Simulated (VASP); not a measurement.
Co: workfunction calculation (part 2 of 2)

Continued. System: Co (slab, 6 atoms in the cell). Method: Kohn-Sham DFT of a periodic cell, PBE, VASP PAW PBE potentials, recommended, spin-polarised (VASP 6.6.1); cutoff 520 eV, 12×12×1 k-mesh, Gaussian smearing of 0.05 eV, collinear spins. The structure derives from an entry of the Crystallography Open Database. It belongs to a series of runs on one base structure; here: the (1 1 1) slab of Co, cut from the database cell, not relaxed.

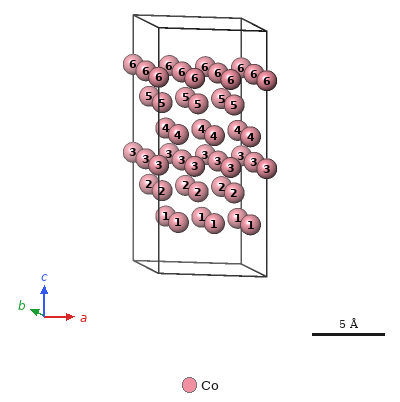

**Figure 1.** The input geometry (spheres-only view of the 3 × 2 repeat of the cell, with the vacuum cut short, seen slightly off an axis; atoms are numbered from 1 in the order of the input).

### Parts of OUTCAR, continued
```
 k-point     4 :       0.2500   -0.0000    0.0000
  band No.  band energies     occupation
      1      -4.3427      1.00000
      2      -3.8143      1.00000
      3      -3.0746      1.00000
      4      -2.3710      1.00000
      5      -1.9262      1.00000
      6      -1.7463      1.00000
      7      -1.5239      1.00000
      8      -1.3394      1.00000
      9      -1.1035      1.00000
     10      -1.0012      1.00000
     11      -0.8610      1.00000
     12      -0.7492      1.00000
     13      -0.5081      1.00000
     14      -0.4122      1.00000
     15      -0.3238      1.00000
     16      -0.2531      1.00000
     17      -0.2120      1.00000
     18      -0.1737      1.00000
     19      -0.1334      1.00000
     20      -0.0667      1.00000
     21       0.0965      1.00000
     22       0.2326      1.00000
     23       0.3287      1.00000
     24       0.3787      1.00000
     25       0.4372      1.00000
     26       0.5104      1.00000
     27       0.6002      1.00000
     28       0.6708      1.00000
     29       0.7285      1.00000
     30       0.8531      1.00000
     31       0.8540      1.00000
     32       1.0946      1.00000
     33       1.2717      1.00000
     34       1.7014      1.00000
     35       2.9788      0.00000
     36       4.5680      0.00000
     37       5.8261      0.00000
     38       8.5177      0.00000

 k-point     5 :       0.3333    0.0000    0.0000
  band No.  band energies     occupation
      1      -3.2875      1.00000
      2      -2.9822      1.00000
      3      -2.6576      1.00000
      4      -2.3169      1.00000
      5      -1.9449      1.00000
      6      -1.8398      1.00000
      7      -1.7090      1.00000
      8      -1.5906      1.00000
      9      -1.3272      1.00000
     10      -1.0148      1.00000
     11      -0.7525      1.00000
     12      -0.5779      1.00000
     13      -0.4978      1.00000
     14      -0.4618      1.00000
     15      -0.3771      1.00000
     16      -0.2633      1.00000
     17      -0.1489      1.00000
     18       0.1477      1.00000
     19       0.1838      1.00000
     20       0.2936      1.00000
     21       0.4723      1.00000
     22       0.4913      1.00000
     23       0.7204      1.00000
     24       0.8086      1.00000
     25       0.8713      1.00000
     26       0.9109      1.00000
     27       0.9566      1.00000
     28       0.9906      1.00000
     29       1.0165      1.00000
     30       1.0576      1.00000
     31       1.1702      1.00000
     32       1.2233      1.00000
     33       1.3223      1.00000
     34       2.4142      0.00000
     35       4.0119      0.00000
     36       5.8445      0.00000
     37       7.5136      0.00000
     38       9.4621      0.00000

 [... the levels of 13 k-points are left out ...]

 k-point    19 :       0.3333    0.3333    0.0000
  band No.  band energies     occupation
      1      -1.7152      1.00000
      2      -1.7152      1.00000
      3      -1.7111      1.00000
      4      -1.6180      1.00000
      5      -1.6179      1.00000
      6      -1.5048      1.00000
      7      -1.4877      1.00000
      8      -1.4877      1.00000
      9      -1.4876      1.00000
     10      -1.1972      1.00000
     11      -1.1971      1.00000
     12      -0.6999      1.00000
     13      -0.6999      1.00000
     14      -0.6676      1.00000
     15      -0.5605      1.00000
     16      -0.3625      1.00000
     17      -0.3620      1.00000
     18      -0.2731      1.00000
     19      -0.2731      1.00000
     20       0.2812      1.00000
     21       0.2812      1.00000
     22       0.2947      1.00000
     23       0.4249      1.00000
     24       0.4250      1.00000
     25       0.8878      1.00000
     26       0.8879      1.00000
     27       1.1484      1.00000
     28       1.1979      1.00000
     29       1.1979      1.00000
     30       1.2491      1.00000
     31       6.8137      0.00000
     32       6.8268      0.00000
     33       6.8268      0.00000
     34       7.1224      0.00000
     35       7.1224      0.00000
     36       7.8196      0.00000
     37       7.8925      0.00000
     38       8.8827      0.00000
 Fermi energy:         2.1989221290

 spin component 2

 k-point     1 :       0.0000    0.0000    0.0000
  band No.  band energies     occupation
      1      -6.2361      1.00000
      2      -5.5799      1.00000
      3      -4.5756      1.00000
      4      -3.3865      1.00000
      5      -2.3650      1.00000
      6      -1.9024      1.00000
      7       0.7213      1.00000
      8       0.7740      1.00000
      9       1.0472      1.00000
     10       1.0476      1.00000
     11       1.2099      1.00000
     12       1.2099      1.00000
     13       1.2155      1.00000
     14       1.2155      1.00000
     15       1.2243      1.00000
     16       1.3196      1.00000
     17       1.3196      1.00000
     18       1.3535      1.00000
     19       1.3535      1.00000
     20       1.5290      1.00000
     21       1.5290      1.00000
     22       1.5469      1.00000
     23       1.5469      1.00000
     24       2.0657      0.99992
     25       2.2963      0.00294
     26       2.4989      0.00000
     27       2.4989      0.00000
     28       2.5014      0.00000
     29       2.5014      0.00000
     30       2.5923      0.00000
     31       2.5923      0.00000
     32       2.7946      0.00000
     33       2.7946      0.00000
     34       3.0443      0.00000
     35       3.0443      0.00000
     36       3.1992      0.00000
     37       3.1992      0.00000
     38       6.8434      0.00000

 k-point     2 :       0.0833    0.0000    0.0000
  band No.  band energies     occupation
      1      -6.0042      1.00000
      2      -5.3541      1.00000
      3      -4.3590      1.00000
      4      -3.1802      1.00000
      5      -2.1691      1.00000
      6      -1.7241      1.00000
      7       0.5976      1.00000
      8       0.6585      1.00000
      9       0.8893      1.00000
     10       0.9510      1.00000
     11       1.0773      1.00000
     12       1.1941      1.00000
     13       1.2155      1.00000
     14       1.2421      1.00000
     15       1.2837      1.00000
     16       1.3199      1.00000
     17       1.3609      1.00000
     18       1.4281      1.00000
     19       1.4433      1.00000
     20       1.4737      1.00000
     21       1.5146      1.00000
     22       1.6265      1.00000
     23       1.6483      1.00000
     24       1.8483      1.00000
     25       1.9376      1.00000
     26       2.3464      0.00002
     27       2.3466      0.00001
     28       2.5119      0.00000
     29       2.5129      0.00000
     30       2.6270      0.00000
     31       2.6986      0.00000
     32       2.8074      0.00000
     33       3.0444      0.00000
     34       3.0527      0.00000
     35       3.2091      0.00000
     36       3.5095      0.00000
     37       3.8803      0.00000
     38       7.0620      0.00000

 k-point     3 :       0.1667    0.0000    0.0000
  band No.  band energies     occupation
      1      -5.3292      1.00000
      2      -4.7014      1.00000
      3      -3.7425      1.00000
      4      -2.6093      1.00000
      5      -1.6400      1.00000
      6      -1.2459      1.00000
      7       0.2440      1.00000
      8       0.4264      1.00000
      9       0.5290      1.00000
     10       0.7216      1.00000
     11       0.8028      1.00000
     12       0.9344      1.00000
     13       1.0937      1.00000
     14       1.1257      1.00000
     15       1.2333      1.00000
     16       1.4263      1.00000
     17       1.4345      1.00000
     18       1.5092      1.00000
     19       1.6279      1.00000
     20       1.6524      1.00000
     21       1.6883      1.00000
     22       1.7369      1.00000
     23       1.7755      1.00000
     24       1.8706      1.00000
     25       1.9317      1.00000
     26       2.2056      0.42466
     27       2.2305      0.18560
     28       2.4588      0.00000
     29       2.5182      0.00000
     30       2.6529      0.00000
     31       2.8321      0.00000
     32       2.9425      0.00000
     33       3.0702      0.00000
     34       3.2326      0.00000
     35       3.5639      0.00000
     36       4.3781      0.00000
     37       5.0719      0.00000
     38       7.7166      0.00000

 k-point     4 :       0.2500   -0.0000    0.0000
  band No.  band energies     occupation
      1      -4.2840      1.00000
      2      -3.7125      1.00000
      3      -2.8549      1.00000
      4      -1.8710      1.00000
      5      -1.0373      1.00000
      6      -0.6951      1.00000
      7      -0.1727      1.00000
      8       0.0928      1.00000
      9       0.3641      1.00000
     10       0.4038      1.00000
     11       0.5617      1.00000
     12       0.6849      1.00000
     13       0.9599      1.00000
     14       1.0307      1.00000
     15       1.1596      1.00000
     16       1.3744      1.00000
     17       1.4676      1.00000
     18       1.5002      1.00000
     19       1.5635      1.00000
     20       1.7528      1.00000
     21       2.0069      1.00000
     22       2.0525      0.99998
     23       2.0814      0.99955
     24       2.1863      0.63986
     25       2.2583      0.04654
     26       2.3378      0.00004
     27       2.4533      0.00000
     28       2.5666      0.00000
     29       2.6466      0.00000
     30       2.7255      0.00000
     31       2.8782      0.00000
     32       3.0869      0.00000
     33       3.2574      0.00000
     34       3.2780      0.00000
     35       4.1979      0.00000
     36       5.3989      0.00000
     37       6.4673      0.00000
     38       8.7085      0.00000

 k-point     5 :       0.3333    0.0000    0.0000
  band No.  band energies     occupation
      1      -3.0426      1.00000
      2      -2.6056      1.00000
      3      -2.0041      1.00000
      4      -1.3800      1.00000
      5      -0.8225      1.00000
      6      -0.5459      1.00000
      7      -0.4589      1.00000
      8      -0.2090      1.00000
      9       0.0574      1.00000
     10       0.3258      1.00000
     11       0.5726      1.00000
     12       0.7046      1.00000
     13       1.0348      1.00000
     14       1.2806      1.00000
     15       1.3049      1.00000
     16       1.4156      1.00000
     17       1.4157      1.00000
     18       1.5230      1.00000
     19       1.6902      1.00000
     20       1.7874      1.00000
     21       2.0558      0.99997
     22       2.4180      0.00000
     23       2.5712      0.00000
     24       2.6478      0.00000
     25       2.6570      0.00000
     26       2.7504      0.00000
     27       2.8467      0.00000
     28       2.8739      0.00000
     29       2.9159      0.00000
     30       2.9537      0.00000
     31       3.0412      0.00000
     32       3.1339      0.00000
     33       3.2790      0.00000
     34       3.6622      0.00000
     35       4.9207      0.00000
     36       6.4996      0.00000
     37       8.0158      0.00000
     38       9.7216      0.00000

 [... the levels of 13 k-points are left out ...]

 k-point    19 :       0.3333    0.3333    0.0000
  band No.  band energies     occupation
      1      -0.4047      1.00000
      2      -0.4029      1.00000
      3      -0.4028      1.00000
      4      -0.3224      1.00000
      5      -0.2722      1.00000
      6      -0.2721      1.00000
      7      -0.2640      1.00000
      8      -0.2180      1.00000
      9      -0.2180      1.00000
     10       0.0890      1.00000
     11       0.0890      1.00000
     12       0.6180      1.00000
     13       0.6180      1.00000
     14       0.6229      1.00000
     15       0.7189      1.00000
     16       1.1375      1.00000
     17       1.1376      1.00000
     18       1.3109      1.00000
     19       1.3138      1.00000
     20       2.2488      0.07904
     21       2.2488      0.07896
     22       2.2832      0.00860
     23       2.4030      0.00000
     24       2.4030      0.00000
     25       2.8669      0.00000
     26       2.8670      0.00000
     27       2.9443      0.00000
     28       3.0620      0.00000
     29       3.0620      0.00000
     30       3.0749      0.00000
     31       7.5742      0.00000
     32       7.5900      0.00000
     33       7.5901      0.00000
     34       7.8464      0.00000
     35       7.8464      0.00000
     36       8.4388      0.00000
     37       8.4802      0.00000
     38       9.5426      0.00000

------------------------ aborting loop because EDIFF is reached ----------------------------------------

  FORCE on cell =-STRESS in cart. coord.  units (eV):
  Direction    XX          YY          ZZ          XY          YZ          ZX
  --------------------------------------------------------------------------------------
  -------------------------------------------------------------------------------------
  Total       -6.4109378     -6.4109378     -5.1293624      0.0000000      0.0000000     -0.0000000
  in kB      -72.4981032    -72.4981032    -58.0054052      0.0000000      0.0000000     -0.0000000
  external PRESSURE =     -67.6672038 kB  Pullay stress =       0.0000000 kB

 VOLUME and BASIS-vectors are now :
 -----------------------------------------------------------------------------
  energy-cutoff  :      520.00
  volume of cell :      141.68
      direct lattice vectors                 reciprocal lattice vectors
     2.539503294  0.000000000  0.000000000     0.393777792  0.227347714  0.000000000
    -1.269751647  2.199274366  0.000000000     0.000000000  0.454695428  0.000000000
     0.000000000  0.000000000 25.367478784     0.000000000  0.000000000  0.039420551

 POSITION                                       TOTAL-FORCE (eV/Angst)
 -----------------------------------------------------------------------------------
      1.26975      0.73309      7.50000        -0.000000     -0.000000      0.727840
     -0.00000      1.46618      9.57350         0.000000      0.000000     -0.442704
      0.00000      0.00000     11.64699         0.000000      0.000000      0.160289
      1.26975      0.73309     13.72049        -0.000000      0.000000     -0.160289
     -0.00000      1.46618     15.79398        -0.000000      0.000000      0.442704
      0.00000      0.00000     17.86748         0.000000      0.000000     -0.727840
 -----------------------------------------------------------------------------------
    total drift:                               -0.000000      0.000000      0.000252

  FREE ENERGIE OF THE ION-ELECTRON SYSTEM (eV)
  ---------------------------------------------------
  free  energy   TOTEN  =       -40.4511882360 eV

  energy  without entropy=      -40.4408453169  energy(sigma->0) =      -40.44601678

 vacuum level on the upper side and lower side of the slab         7.152         7.152

 total charge

# of ion       s       p       d       tot
------------------------------------------
    1        0.457   0.361   7.202   8.019
    2        0.462   0.467   7.219   8.148
    3        0.464   0.469   7.219   8.152
    4        0.464   0.469   7.219   8.152
    5        0.462   0.467   7.219   8.148
    6        0.457   0.361   7.202   8.019
--------------------------------------------------
tot          2.766   2.594  43.280  48.640

 magnetization (x)

# of ion       s       p       d       tot
------------------------------------------
    1       -0.010  -0.043   1.838   1.785
    2       -0.011  -0.050   1.801   1.740
    3       -0.012  -0.048   1.781   1.722
    4       -0.012  -0.048   1.781   1.722
    5       -0.011  -0.050   1.801   1.740
    6       -0.010  -0.043   1.838   1.785
--------------------------------------------------
tot         -0.067  -0.280  10.841  10.494
```

### CONTCAR
```
Co
   1.00000000000000
     2.5395032940000002    0.0000000000000000    0.0000000000000000
    -1.2697516470000001    2.1992743656000000    0.0000000000000000
     0.0000000000000000    0.0000000000000000   25.3674787837999993
  Co
     6
Direct
     0.6666666667000030    0.3333333332999970    0.2956541351000013
     0.3333333332999970    0.6666666667000030    0.3773924811000029
     0.0000000000000000    0.0000000000000000    0.4591308270000027
     0.6666666667000030    0.3333333332999970    0.5408691729999973
     0.3333333332999970    0.6666666667000030    0.6226075188999971
     0.0000000000000000    0.0000000000000000    0.7043458648999987

  0.00000000E+00  0.00000000E+00  0.00000000E+00
  0.00000000E+00  0.00000000E+00  0.00000000E+00
  0.00000000E+00  0.00000000E+00  0.00000000E+00
  0.00000000E+00  0.00000000E+00  0.00000000E+00
  0.00000000E+00  0.00000000E+00  0.00000000E+00
  0.00000000E+00  0.00000000E+00  0.00000000E+00
```

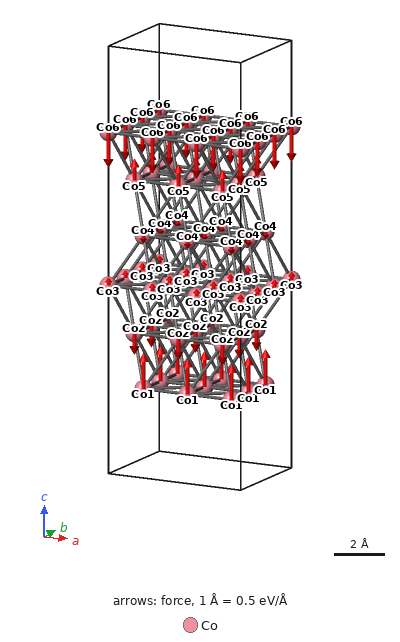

**Figure 2.** Forces on the atoms as red arrows (ball-and-stick view of the 3 × 3 repeat of the cell, with the vacuum cut short, seen slightly off an axis; atoms are numbered from 1 in the order of the input). The largest act on Co1, Co6 (0.73 eV/Å); Co2, Co5 (0.44 eV/Å). The geometry is not a stationary point of this energy.

The run was set up as follows.

### INCAR
```
  PREC = Accurate
  ENCUT = 520
  EDIFF = 1E-6
  ISMEAR = 0
  SIGMA = 0.05
  LREAL = False
  LASPH = True
  NELM = 120
  ALGO = Normal
  ISIF = 2
  LWAVE = False
  LCHARG = True
  ISPIN = 2
  MAGMOM = 2 2 2 2 2 2
  LORBIT = 11
  LMAXMIX = 4
  LDIPOL = True
  IDIPOL = 3
  DIPOL = 0.5 0.5 0.500
  GGA = PE
  LELF = True
  LVHAR = True
  LVACPOTAV = True
```

### KPOINTS
```
Automatic mesh
0
Gamma
  12 12 1
```

### POSCAR
```
Co
1.0
    2.5395032940      0.0000000000      0.0000000000
   -1.2697516470      2.1992743656      0.0000000000
    0.0000000000      0.0000000000     25.3674787838
Co
6
Direct
    0.6666666667      0.3333333333      0.2956541351
    0.3333333333      0.6666666667      0.3773924811
    0.0000000000      0.0000000000      0.4591308270
    0.6666666667      0.3333333333      0.5408691730
    0.3333333333      0.6666666667      0.6226075189
    0.0000000000      0.0000000000      0.7043458649
```

Run as:
```bash
cat potpaw_PBE.64/Co/POTCAR > POTCAR
mpirun -np 1 vasp_std > vasp.out
```

### Key numbers

| quantity | value |
| --- | --- |
| outcome | converged |
| electrons treated | 54 |
| free energy | −40.4512 eV |
| Fermi energy of the self-consistent step | 2.199 eV |
| gap on the k-point mesh | none (metallic) |
| net moment of the cell | 10.29 μB |
| largest force (length of the vector) | 0.728 eV/Å |
| hardware | 1 thread of AMD EPYC (Zen 3), 64 GiB of memory available, shared host |
| wall time | 9.2 min |
| peak memory | 0.33 GiB |
